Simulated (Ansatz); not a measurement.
**Run report: Al2Cu, geometry relaxation (part 1 of 2)**

- system: Al2Cu (I4/mmm, 3 atoms in the cell)
- method: DFT r2SCAN, scalar-relativistic, plane waves, PAW, no spin polarisation (Ansatz 0.2.0)

The structure derives from a Materials Project entry. Figures and captions count atoms from 1; the log counts them from 0 in places.

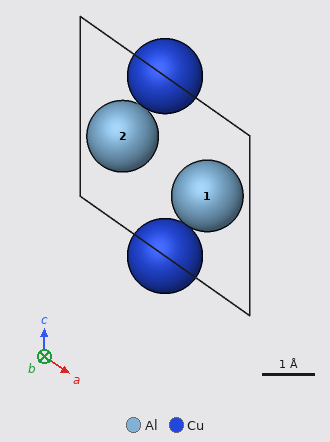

Fig. 1: The input geometry (spheres-only view of the cell of the calculation, along the b axis; atoms are numbered from 1 in the order of the input). An atom can appear more than once, as a periodic image.

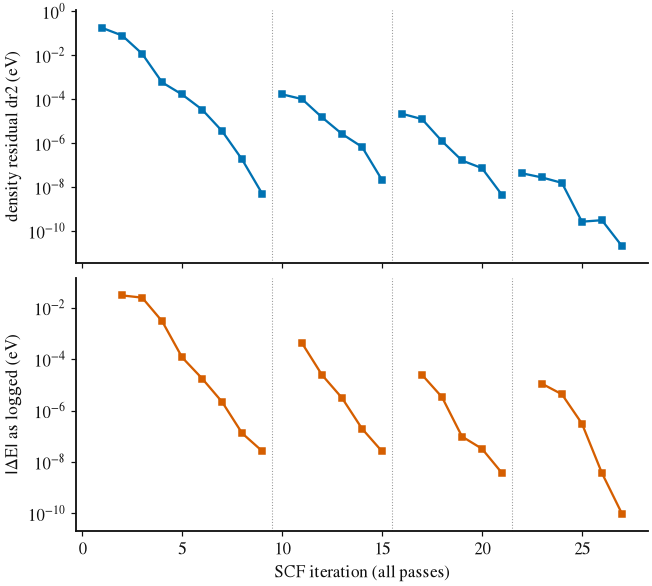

Fig. 2: Convergence of the self-consistent field: density residual dr2 and size of the energy change against the SCF iteration. The dotted lines part the SCF passes of the relaxation: geometry steps, rejected trials and re-solves on a re-selected basis. The passes take 9, 6, 6 and 6 iterations.

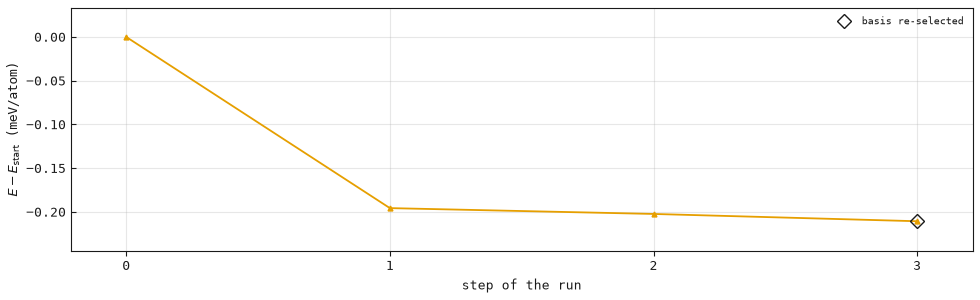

Fig. 3: Progress of the relaxation, step by step (the first geometry is step 0 here and step 1 in the log).

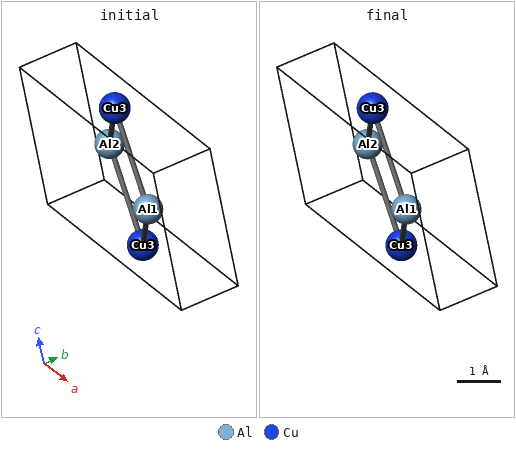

Fig. 4: Before (left) and after (right) the relaxation, at one scale (ball-and-stick view of the cell of the calculation, seen slightly off an axis). No atom moves by more than 0.005 Å relative to the cell. The volume changes by +0.3 %, with a = b = c 4.046 → 4.055 Å (+0.2 %), α 119.8° → 120.0°, β 119.8° → 120.0°, γ 90.4° → 90.0°. The space group (tolerance 0.01 Å) goes from I4/mmm (No. 139) to Fm-3m (No. 225). After 2 geometry steps the energy has fallen by 0.2 meV per atom. All forces vanish by symmetry, so only the cell relaxes. Pressure: 0.29 GPa at the start and 0.00 GPa at the end. A last SCF at the same geometry on a re-selected plane-wave basis shifts the energy by next to nothing (0.0 meV per atom). (Atoms are counted from 1 in the order of the input.)

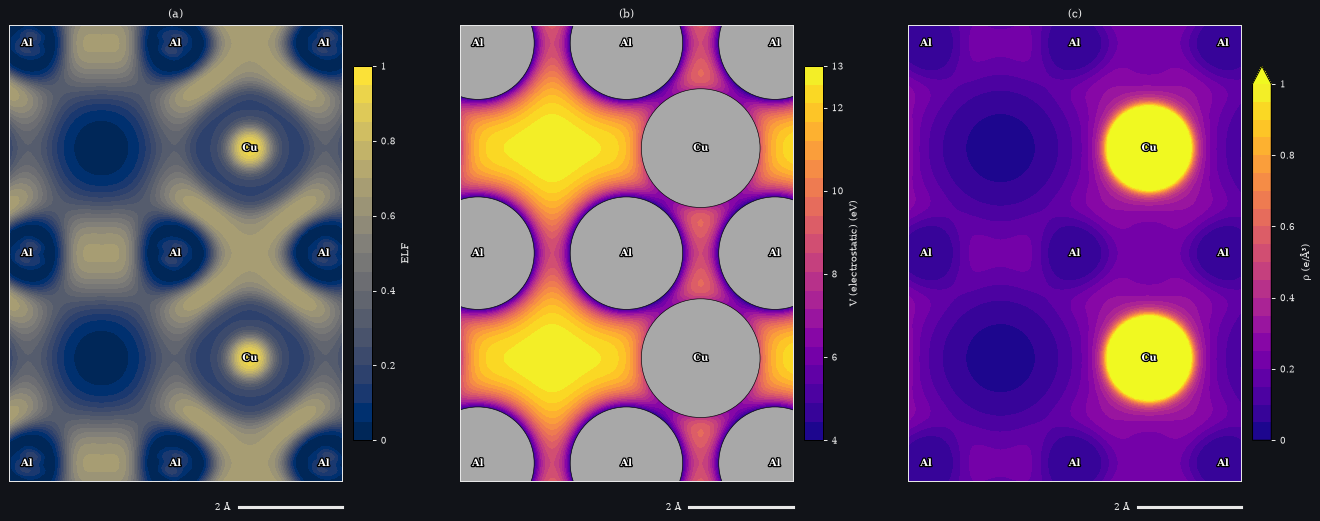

Fig. 5: (a) ELF; (b) electrostatic potential (local pseudopotential plus Hartree) felt by an electron; (c) valence pseudo-density on the (11̄0) plane of the conventional cell. Grey discs, where drawn, cover atomic cores. Atoms in the plane: Al and Cu. Al–Cu (2.48 Å): ρ at the midpoint is about 0.32 e/Å³; the ELF peaks at about 0.70 between the atoms. Away from the nuclei the density in this plane falls to 0.03 e/Å³ at its lowest. The strong features right at Cu lie inside the PAW spheres (semicore, d or f shells) and say nothing about bonding. Outside the cores the potential energy rises away from the atoms and is highest about 2.5 Å from the nearest atoms; outside the discs it spans about 9 eV, and its zero is arbitrary. Core electrons are frozen (PAW), so the fields are smoothed inside the atomic spheres.

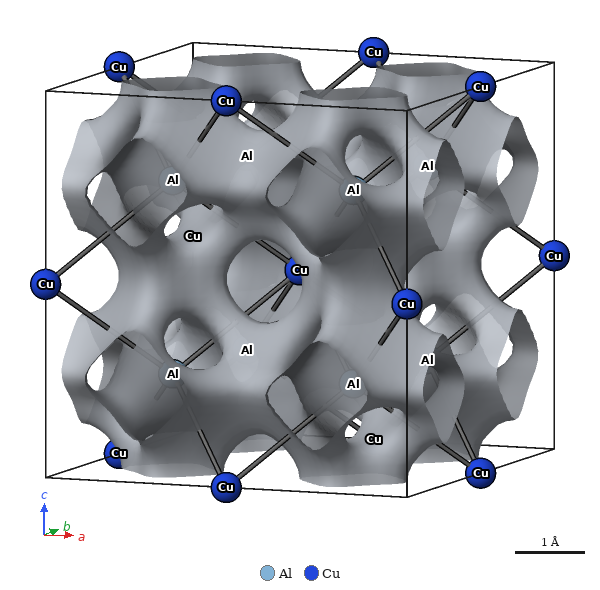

Fig. 6: Isosurface of the electron localisation function at 0.5 (grey), seen slightly off an axis. Only the valence region is drawn (cores and ρ < 0.01 e/Å³ removed). Sticks mark near contacts. The outline is the cell set on symmetry axes. Values along the shortest contacts: Al–Cu (2.48 Å): the ELF peaks at about 0.70 between the atoms.

These pictures come from the run below.

### Input file
```yaml
crystal:
  lattice:
    - [-2.0303375, 2.0303375, 2.851094]
    - [2.0303375, -2.0303375, 2.851094]
    - [2.0303375, 2.0303375, -2.851094]
  atoms:
    - { symbol: Al, position: [0.75, 0.25, 0.5] }
    - { symbol: Al, position: [0.25, 0.75, 0.5] }
    - { symbol: Cu, position: [0.5, 0.5, 0.0] }
basis:
  ecutwfc: 500
kpoints:
  mp_grid: { grid: [14, 14, 14] }
hamiltonian:
  xc: r2scan
scf:
  occupations: { method: gaussian, width: 0.1 }
output:
  forces: true
  stress: true
  eigenvalues: true
  write_density: true
  write_potential: true
  elf: true
  volumetric_format: npy
relax:
  adjacent_minimum: "off"
  f_tol: 0.005
  max_steps: 80
  cell: { stress_tol: 0.05 }
```

Command:
```bash
ansatz run input.yaml --threads 2 --pin off --max-ram 5120MiB --backend cpu --events-out ev --progress --plain --runs-dir out
```

### Output
```
Engine: ansatz 0.2.0, x86_64-unknown-linux-gnu
Pseudopotentials: kind: paw
Pseudopotential: Al, paw, valence charge 3, recommended cutoff 500 eV (meta_gga), Al.paw.azcp
Pseudopotential: Cu, paw, valence charge 19, recommended cutoff 500 eV (meta_gga), Cu.paw.azcp
Functional definition: r2SCAN
  parameter k0 = 0.174
  parameter k1 = 0.065
  parameter a1 = 4.9479
  exchange = r2scan_x(k0 = k0, k1 = k1, a1 = a1)
  correlation = r2scan_c
Crystal: 3 atoms, lattice volume = 47.012 Å³
Basis set: ecut = 500 eV, 1243 PW (Γ), exchange–correlation on 120×120×120 points (64 copies of the dense FFT grid, shifted against one another)
Bands: 17, of which v1, the nominal top of the filled ones, is band 13 counted from 1 (12 counted from 0)
Symmetry: 16 space group operations
Space group: I4/mmm (ITA 139), of the structure as read, at distance tolerance 3.6e-5 Å
k-points: 244 of 2744
Non-local potential: Al, projectors of the file, l = 0: 2, l = 1: 2, l = 2: 1
Non-local potential: Cu, projectors of the file, l = 0: 3, l = 1: 2, l = 2: 3, l = 3: 1
PAW form: soft (Blöchl's): semilocal exchange-correlation on the pseudo side does not see the compensation charge
PAW frozen core: Al, regenerated for the run's functional (the file was generated under x = pbe(κ = 0.804, μ = 0.2195149727645171), c = pbe(β = 0.06672455060314922))
PAW frozen core: Cu, regenerated for the run's functional (the file was generated under x = pbe(κ = 0.804, μ = 0.2195149727645171), c = pbe(β = 0.06672455060314922))
PAW one-centre angular grid: Al, 302 points (default); XC on 160 Gauss nodes
PAW one-centre angular grid: Cu, 590 points (default); XC on 160 Gauss nodes
Initial density: superposition of atomic densities (neutral atoms: chi_scale 0, normalization atom), corrected by the library's trained network
Initial wavefunctions: pseudopotential atomic-orbital guess
Functional: x = r2scan, c = r2scan; τ floored in thin density (d = 2e-4 eV/Å³)
SCF iter   1: F=—  HF=-7712.690882 eV  |F-HF|=—  |Δ(HF+E_count)|=         —  Δρ=2.29e-2  dr2=1.77e-1  dr2_τ=1.14e-2  ethr=1.77e-3  ⟨swp⟩=5.2  Hψ=21157  notcnv=0
preconditioner: auto → Kerker (q_TF=auto, 2.456 Å⁻¹)  [metal: Δε(μ)=0.007 eV  Ē_g=9.156 eV  σ=0.100 eV  W_gap=0.04  n_scr=14 (ndim 8)  ℏωp=22.3 eV  f_vac=0.001  D(μ)=0.93/eV (n_scr^D=0)]
SCF iter   2: F=—  HF=-7712.720950 eV  |F-HF|=—  |Δ(HF+E_count)|=   3.01e-2  Δρ=1.84e-2  dr2=7.97e-2  dr2_τ=8.81e-4  ethr=7.07e-4  ⟨swp⟩=2.0  Hψ=8871  notcnv=0  defer=76
SCF iter   3: F=—  HF=-7712.696272 eV  |F-HF|=—  |Δ(HF+E_count)|=   2.47e-2  Δρ=4.40e-3  dr2=1.18e-2  dr2_τ=2.84e-5  ethr=3.19e-4  ⟨swp⟩=2.0  Hψ=6886  notcnv=0  defer=76
SCF iter   4: F=—  HF=-7712.693296 eV  |F-HF|=—  |Δ(HF+E_count)|=   2.98e-3  Δρ=1.40e-3  dr2=5.85e-4  dr2_τ=8.38e-6  ethr=4.71e-5  ⟨swp⟩=1.0  Hψ=6101  notcnv=0  defer=75
SCF iter   5: F=—  HF=-7712.693413 eV  |F-HF|=—  |Δ(HF+E_count)|=   1.17e-4  Δρ=5.51e-4  dr2=1.65e-4  dr2_τ=8.32e-7  ethr=2.34e-6  ⟨swp⟩=2.0  Hψ=5467  notcnv=0  defer=75
SCF iter   6: F=—  HF=-7712.693395 eV  |F-HF|=—  |Δ(HF+E_count)|=   1.77e-5  Δρ=2.43e-4  dr2=3.40e-5  dr2_τ=1.03e-7  ethr=6.58e-7  ⟨swp⟩=2.0  Hψ=6156  notcnv=0  defer=75
SCF iter   7: F=—  HF=-7712.693393 eV  |F-HF|=—  |Δ(HF+E_count)|=   2.17e-6  Δρ=7.66e-5  dr2=3.57e-6  dr2_τ=1.00e-8  ethr=1.36e-7  ⟨swp⟩=1.0  Hψ=4126  notcnv=0  defer=75
SCF iter   8: F=—  HF=-7712.693393 eV  |F-HF|=—  |Δ(HF+E_count)|=   1.32e-7  Δρ=1.52e-5  dr2=1.82e-7  dr2_τ=7.15e-10  ethr=1.43e-8  ⟨swp⟩=2.0  Hψ=5866  notcnv=0  defer=75
SCF iter   9: F=-7712.693393 eV  HF=-7712.693393 eV  |F-HF|=2.37e-9  |Δ(HF+E_count)|=   2.68e-8  Δρ=2.88e-6  dr2=5.14e-9  dr2_τ=4.21e-11  ethr=4.00e-10  ⟨swp⟩=8.6  Hψ=22815  notcnv=0
SCF 1 converged in 9 iterations: F = -7712.693393 eV  dr2 = 5.14e-9
  greatest PAW one-centre occupation: 1.000 electrons in one spin orbital (limit 2), on the Cu atom at site 2 (counted from 0), in its partial waves of l = 0
relax step   1: F+E_penalty+E_count = -7712.69339262 eV  Δ(F+E_penalty+E_count) = +0.000e0 eV  max|allowed force component| = 5.782e-18 eV/Å  Δτ_max = 0.0000 Å  P = +0.291 GPa  Ω = 47.012 Å³  (9 SCF iters, dr2 threshold 1.00e-7 eV, accepted)
Crystal: 3 atoms, lattice volume = 47.102 Å³
Initial density: handed on by an earlier stage of this run
Initial wavefunctions: those handed on with the density
iter 1 solved again at ethr=7.78e-7 eV; its pass at ethr=3.10e-3 eV (dr2=1.94e-4 eV) is discarded
```
